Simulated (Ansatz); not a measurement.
Zr12H: several calculations on one system

**1. Relaxation**

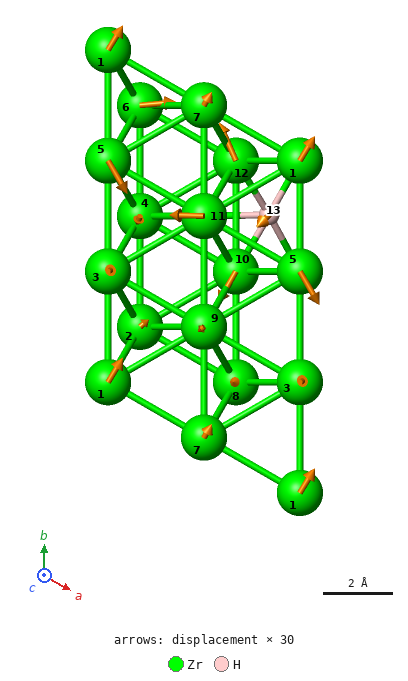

A relaxation of a defect cell of composition Zr$_{12}$H. The starting structure is drawn; orange arrows show the displacements, magnified 30 times.

Style: ball-and-stick. Shown: the cell of the calculation, along the c axis.

It is an interstitial H in hcp Zr. The run prepares the start of a later molecular dynamics calculation, from a guessed geometry. The atoms of the start lie slightly off their symmetric places, so part of the fall in energy undoes that.

The calculation used Ansatz, DFT PBE, scalar-relativistic, plane waves, PAW.

Input file:
```yaml
crystal:
  lattice:
    - [6.46, 0.0, 0.0]
    - [-4.845, 8.391786, 0.0]
    - [0.0, 0.0, 5.14539]
  atoms:
    - { symbol: Zr, position: [0.0, 0.0, 0.0] }
    - { symbol: Zr, position: [0.1666667, 0.2222222, 0.5] }
    - { symbol: Zr, position: [0.0, 0.3333333, 0.0] }
    - { symbol: Zr, position: [0.1666667, 0.5555556, 0.5] }
    - { symbol: Zr, position: [0.0, 0.6666667, 0.0] }
    - { symbol: Zr, position: [0.1666667, 0.8888889, 0.5] }
    - { symbol: Zr, position: [0.5, 0.0, 0.0] }
    - { symbol: Zr, position: [0.6666667, 0.2222222, 0.5] }
    - { symbol: Zr, position: [0.5, 0.3333333, 0.0] }
    - { symbol: Zr, position: [0.6666667, 0.5555556, 0.5] }
    - { symbol: Zr, position: [0.5, 0.6666667, 0.0] }
    - { symbol: Zr, position: [0.6666667, 0.8888889, 0.5] }
    - { symbol: H, position: [0.8397014, 0.7834591, 0.2435962] }
basis:
  ecutwfc: 420.0
kpoints:
  mp_grid: { grid: [3, 2, 3] }
hamiltonian:
  xc: pbe
scf:
  occupations: { method: fermi_dirac, width: 0.1 }
  lower_state_search: "off"
relax:
  f_tol: 0.08
  max_steps: 25
  adjacent_minimum: "off"
```

Launched with:
```bash
ansatz run input.yaml --threads 2 --pin off --max-ram 5120MiB --backend cpu --events-out ev --progress --plain --runs-dir out
```

**Which element moves most?**

Zirconium: up to 0.041 Å, against 0.022 Å for hydrogen.

**What happened in the run?**

Zr12 moves most: 0.041 Å roughly along [−1 1 0]. Largest moves by element: Zr 0.041 Å, H 0.022 Å. The cell stays as it was. Near-neighbour distances that change, for instance: Zr10–Zr12 3.230 → 3.298 Å, Zr5–Zr11 3.230 → 3.167 Å, Zr1–Zr5 3.230 → 3.287 Å, Zr1–Zr11 3.230 → 3.284 Å. After 1 accepted move (2 points after the start) the energy has fallen by 33.0 meV per cell of the calculation. The largest force component goes from 0.29 to 0.054 eV/Å. The line search rejected the trial step at point 1 of the run.

Limits of the set-up: the k-point mesh is coarse for a cell with partly filled bands; the periodic images lie only 5.1 Å apart, so the values are limited by the cell's size.

**2. Dynamics**

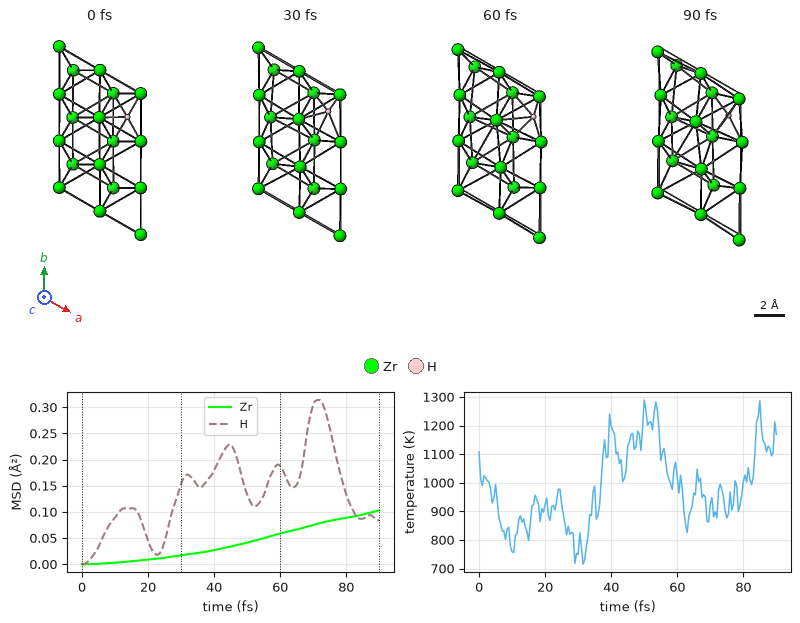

Molecular dynamics of Zr with an interstitial H (13 atoms in the cell), 90 fs long. Frames and the history of the run. A ball-and-stick model of the simulation cell, seen along the c axis. Bonds to atoms that aren't drawn are left out.

Method: Ansatz 0.2.0, DFT PBE, scalar-relativistic, plane waves, PAW. Run with plane-wave cutoff 420 eV; k-point mesh 3 × 2 × 3; Fermi-Dirac smearing 0.1 eV; Langevin thermostat (NVT); set temperature 1200 K; time step 0.5 fs; friction 0.02 per fs.

The input:
```yaml
crystal:
  lattice:
    - [6.46, 0.0, 0.0]
    - [-4.845, 8.391786, 0.0]
    - [0.0, 0.0, 5.14539]
  atoms:
    - { symbol: Zr, position: [0.00260752, 0.00334919, 0.00054877] }
    - { symbol: Zr, position: [0.16823573, 0.2234949, 0.50005261] }
    - { symbol: Zr, position: [0.00107754, 0.3339866, -0.00249258] }
    - { symbol: Zr, position: [0.1660942, 0.55448362, 0.49830961] }
    - { symbol: Zr, position: [0.00340122, 0.664425, 0.00036934] }
    - { symbol: Zr, position: [0.17306725, 0.89134793, 0.50169711] }
    - { symbol: Zr, position: [0.50138673, 0.00182939, 0.0009921] }
    - { symbol: Zr, position: [0.66620618, 0.22209879, 0.50185374] }
    - { symbol: Zr, position: [0.49895799, 0.33248447, -0.00049877] }
    - { symbol: Zr, position: [0.66356168, 0.55136495, 0.49999145] }
    - { symbol: Zr, position: [0.49389426, 0.66473194, -0.00248785] }
    - { symbol: Zr, position: [0.66371641, 0.89176098, 0.49911901] }
    - { symbol: H, position: [0.83749488, 0.78143476, 0.24614165] }
basis:
  ecutwfc: 420.0
kpoints:
  mp_grid: { grid: [3, 2, 3] }
hamiltonian:
  xc: pbe
scf:
  occupations: { method: fermi_dirac, width: 0.1 }
  lower_state_search: "off"
md:
  timestep: 0.5
  n_steps: 180
  ensemble: nvt_langevin
  temperature: 1200.0
  initial_velocities: maxwell_boltzmann
  seed: 975102
  friction: 0.02
```

Launched with:
```bash
ansatz run input.yaml --threads 2 --pin off --max-ram 5120MiB --backend cpu --events-out ev --progress --plain --runs-dir out
```

Describe the run.

In the second half of the run the atoms are, in the root-mean-square, this far from where they began (common drift taken out): H 0.41 Å, Zr 0.26 Å. The run lasts only 90 fs, too short to tell vibration from diffusion. Over the second half the temperature averages 1046 K (spread ±120 K). The potential energy is still drifting at the end, so the run hasn't reached equilibrium. The potential energy in the second half lies on average 117 meV per atom above the first frame.

Limits of the set-up: the k-point mesh is coarse for a cell with partly filled bands; the periodic images lie only 5.1 Å apart, so the values are limited by the cell's size.

The run took 17 min on 2 threads of Intel(R) Xeon(R) Platinum 8375C CPU @ 2.90GHz (Ice Lake), on a shared host, peak memory 0.88 GiB.

**3. Dynamics**

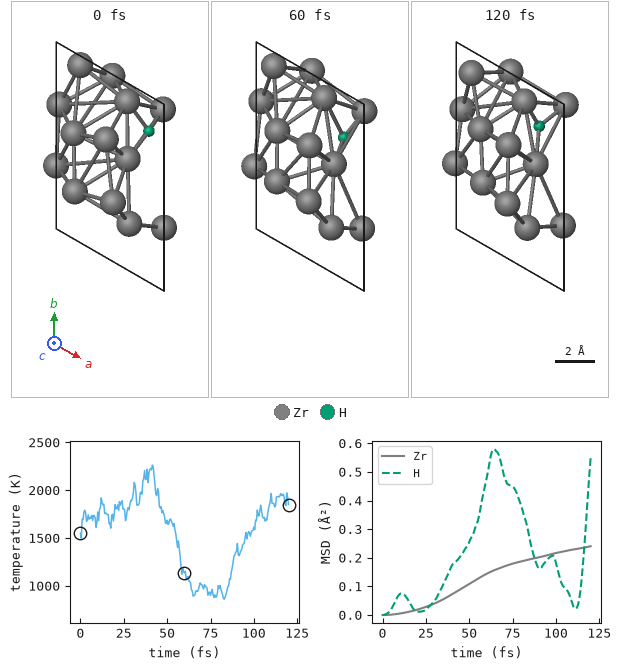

Molecular dynamics of Zr with an interstitial H (13 atoms in the cell), 120 fs long. It starts from the last geometry of an earlier run, with fresh velocities. Frames and the history of the run. A ball-and-stick model of the simulation cell, seen along the c axis. Bonds to atoms that aren't drawn are left out.

These are results of DFT PBE, scalar-relativistic, plane waves, PAW (Ansatz 0.2.0), not measurements. Set-up: plane-wave cutoff 420 eV; k-point mesh 3 × 2 × 3; Fermi-Dirac smearing 0.1 eV; Langevin thermostat (NVT); set temperature 1680 K; time step 0.5 fs; friction 0.01 per fs.

Describe the run.

The mean temperature in the second half is 1357 K (standard deviation 389 K). The potential energy in the second half lies on average 105 meV per atom above the first frame. Root-mean-square distances from the starting positions over the second half, with the common drift of all atoms taken out: H 0.54 Å, Zr 0.45 Å. The run lasts only 120 fs, too short to tell vibration from diffusion.

Limits of the set-up: the k-point mesh is coarse for a cell with partly filled bands; the periodic images lie only 5.1 Å apart, so the values are limited by the cell's size.
